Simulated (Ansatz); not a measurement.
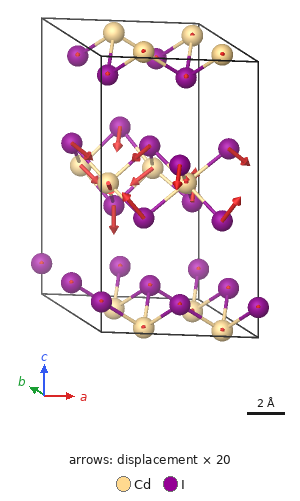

A relaxation of a defect cell of composition Cd₈I₁₅ (cell charge +1). The starting structure is drawn; red arrows show the displacements, 20 times their true length.

The picture is a ball-and-stick view of the cell of the calculation, seen slightly off an axis.

Case: I vacancy (site a), charge +1, atoms relaxed at the host's cell.

These are results of DFT PBE, scalar-relativistic, plane waves, PAW in Ansatz, not measurements.

The input:
```yaml
crystal:
  lattice:
    - [8.6603167073, 0.0, 0.0]
    - [-4.3301583536, 7.5000542733, 0.0]
    - [0.0, 0.0, 15.6170071575]
  atoms:
    - { symbol: Cd, position: [0.1803126197, 0.3606252393, 0.493659483] }
    - { symbol: Cd, position: [0.1803126197, 0.8196873803, 0.493659483] }
    - { symbol: Cd, position: [0.6666666667, 0.3333333333, 0.5081077223] }
    - { symbol: Cd, position: [0.6393747607, 0.8196873803, 0.493659483] }
    - { symbol: Cd, position: [0.3330858173, 0.1665429087, -0.0007581963] }
    - { symbol: Cd, position: [0.3333333333, 0.6666666667, -0.0006807516] }
    - { symbol: Cd, position: [0.8334570913, 0.1665429087, -0.0007581963] }
    - { symbol: Cd, position: [0.8334570913, 0.6669141827, -0.0007581963] }
    - { symbol: I, position: [0.0025949315, 0.5012974658, 0.6152950825] }
    - { symbol: I, position: [0.4987025342, -0.0025949315, 0.6152950825] }
    - { symbol: I, position: [0.4987025342, 0.5012974658, 0.6152950825] }
    - { symbol: I, position: [0.0, 0.0, 0.1095457635] }
    - { symbol: I, position: [0.0001171302, 0.5000585651, 0.1094529401] }
    - { symbol: I, position: [0.4999414349, -0.0001171302, 0.1094529401] }
    - { symbol: I, position: [0.4999414349, 0.5000585651, 0.1094529401] }
    - { symbol: I, position: [0.3335966365, 0.1667983182, 0.3970301657] }
    - { symbol: I, position: [0.3333333333, 0.6666666667, 0.3727958078] }
    - { symbol: I, position: [0.8332016818, 0.1667983182, 0.3970301657] }
    - { symbol: I, position: [0.8332016818, 0.6664033635, 0.3970301657] }
    - { symbol: I, position: [0.1667233712, 0.3334467423, 0.8890335058] }
    - { symbol: I, position: [0.1667233712, 0.8332766288, 0.8890335058] }
    - { symbol: I, position: [0.6666666667, 0.3333333333, 0.8890637974] }
    - { symbol: I, position: [0.6665532577, 0.8332766288, 0.8890335058] }
  host:
    lattice:
      - [4.3301583536, 0.0, 0.0]
      - [-2.1650791768, 3.7500271367, 0.0]
      - [0.0, 0.0, 15.6170071575]
    atoms:
      - { symbol: Cd, position: [0.3333333333, 0.6666666667, 0.5000011924] }
      - { symbol: Cd, position: [0.6666666667, 0.3333333333, 1.1924e-06] }
      - { symbol: I, position: [0.0, 0.0, 0.6100367181] }
      - { symbol: I, position: [0.0, 0.0, 0.1100367181] }
      - { symbol: I, position: [0.6666666667, 0.3333333333, 0.3899630895] }
      - { symbol: I, position: [0.3333333333, 0.6666666667, 0.8899630895] }
total_charge: 1
basis:
  ecutwfc: 420
  xc_grid: 2
kpoints:
  mp_grid: { grid: [2, 2, 2], shift: [0.0, 0.0, 0.0] }
hamiltonian:
  xc: pbe
scf:
  occupations: { method: gaussian, width: 0.01 }
output:
  forces: true
  stress: false
  eigenvalues: true
  charged_corrections:
    defect_position: [0.0, 0.0, 0.61003672]
    epsilon: [[12.9736, 0.0, 0.0], [0.0, 12.9736, 0.0], [0.0, 0.0, 3.7231]]
relax:
  adjacent_minimum: "off"
  f_tol: 0.025
  max_steps: 45
```

> Describe the change and its energy.

Over 2 geometry steps the energy falls by 0.106 eV per cell of the calculation. Largest force component: 0.26 eV/Å at the start, 0.017 eV/Å at the end. The largest moves, 0.10 Å, are those of I16, I18 and I19. I16 goes along [−2 −1 1]. Largest moves by element: I 0.10 Å, Cd 0.08 Å. The cell doesn't change. Some distances before and after: Cd1–I11 3.056 → 2.997 Å, Cd1–I16 3.014 → 2.965 Å, Cd1–I17 2.972 → 2.945 Å, Cd3–I16 3.041 → 3.062 Å. Among the angles between lasting bonds that change: Cd2–I19–Cd4 102.0° → 108.2°, I10–Cd4–I19 169.5° → 165.8°, I9–Cd3–I10 92.3° → 94.9°.

Limits of the set-up: the cell is charged, on a uniform background, and energies carry no finite-size correction.
